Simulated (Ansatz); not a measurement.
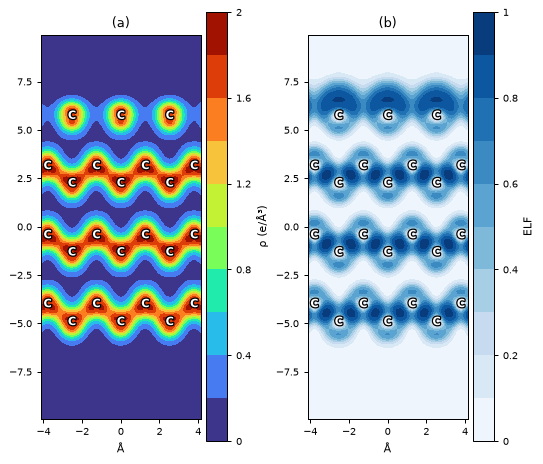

C (slab). (a) valence pseudo-density; (b) ELF on the (010) plane of the calculation cell, a cut from vacuum to vacuum.

The calculation used Ansatz 0.2.0, DFT PBE, scalar-relativistic, plane waves, PAW.

The calculation's input:

```
crystal:
  lattice:
    - [2.5254142366, 0.0, 0.0]
    - [0.0, 2.5254142366, 0.0]
    - [0.0, 0.0, 26.607293958]
  atoms:
    - { symbol: C, position: [0.0, 0.5, 0.2818775939] }
    - { symbol: C, position: [0.0, 0.0, 0.3154348871] }
    - { symbol: C, position: [0.5, 0.0, 0.3489921804] }
    - { symbol: C, position: [0.5, 0.5, 0.3825494736] }
    - { symbol: C, position: [0.0, 0.5, 0.4161067669] }
    - { symbol: C, position: [0.0, 0.0, 0.4496640601] }
    - { symbol: C, position: [0.5, 0.0, 0.4832213534] }
    - { symbol: C, position: [0.5, 0.5, 0.5167786466] }
    - { symbol: C, position: [0.0, 0.5, 0.5503359399] }
    - { symbol: C, position: [0.0, 0.0, 0.5838932331] }
    - { symbol: C, position: [0.5, 0.0, 0.6174505264] }
    - { symbol: C, position: [0.5, 0.5, 0.6510078196] }
    - { symbol: C, position: [0.0, 0.5, 0.6845651129] }
    - { symbol: C, position: [0.0, 0.0, 0.7181224061] }
basis:
  ecutwfc: 420
kpoints:
  mp_grid: { grid: [10, 10, 1] }
hamiltonian:
  xc: pbe
scf:
  occupations: { method: gaussian, width: 0.05 }
output:
  forces: true
  eigenvalues: true
  write_density: true
  write_potential: true
  elf: true
  volumetric_format: npy
relax:
  adjacent_minimum: "off"
  f_tol: 0.02
  max_steps: 60
efield:
  axis: 3
  dipole_correction: true
  ramp_width: 0.04
```

Command:

```sh
ansatz run input.yaml --threads 1 --pin off --max-ram 2560MiB --backend cpu --events-out ev --progress --plain --runs-dir out
```

The fields are those of the run's last geometry, not of the input's.

### Interpret the plot.

- The section cuts through C sites.
- C–C (1.57 Å): the density is about 1.5 e/Å³ at the midpoint; the ELF peaks at about 0.95 between the atoms.
- The density dies away to nearly zero in the vacuum.

### Does the calculation make it a metal, or give it a gap?

It is metallic or semimetallic at this level of theory: no gap opens.
